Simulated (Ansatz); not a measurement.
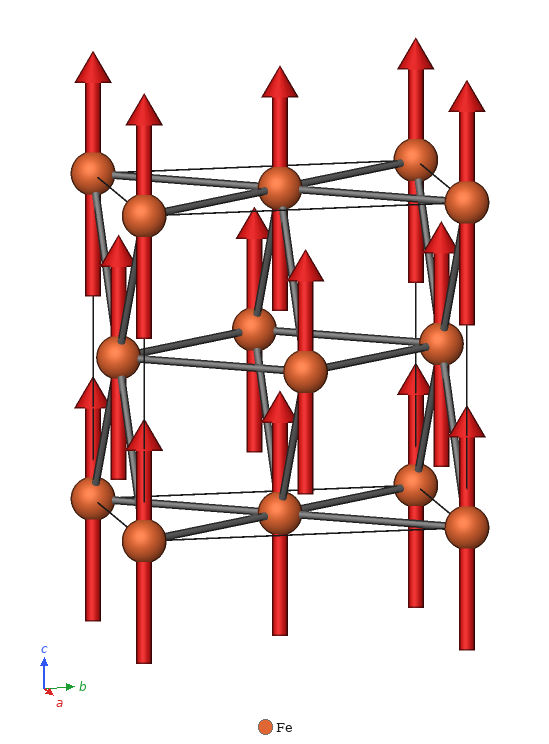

The image is a ball-and-stick drawing of a crystal, viewed slightly off an axis. One simulation cell is framed, with atoms on its boundary repeated. Arrows are the site magnetic moments above 0.25 μB; longer means larger, and red and blue are up and down (without spin-orbit coupling the axis itself is arbitrary).

This is the state reached for Fe. Results below were computed with Ansatz 0.2.0, DFT PBEsol, scalar-relativistic, plane waves, PAW; the settings were plane-wave cutoff 420 eV, a 16×10×10 mesh of k-points, Gaussian smearing of 0.1 eV, collinear spins.

Question: Describe the spin arrangement.

Answer: Ferromagnetic (within this cell). Site moments: 4 Fe +2.1 μB. The net spin moment of the whole cell is 8.4 μB.

The structure was taken from a structure listed in the Materials Project. Earlier steps of the study may have refined or changed the cell and positions. An electronic-structure calculation with Ansatz was run on it.
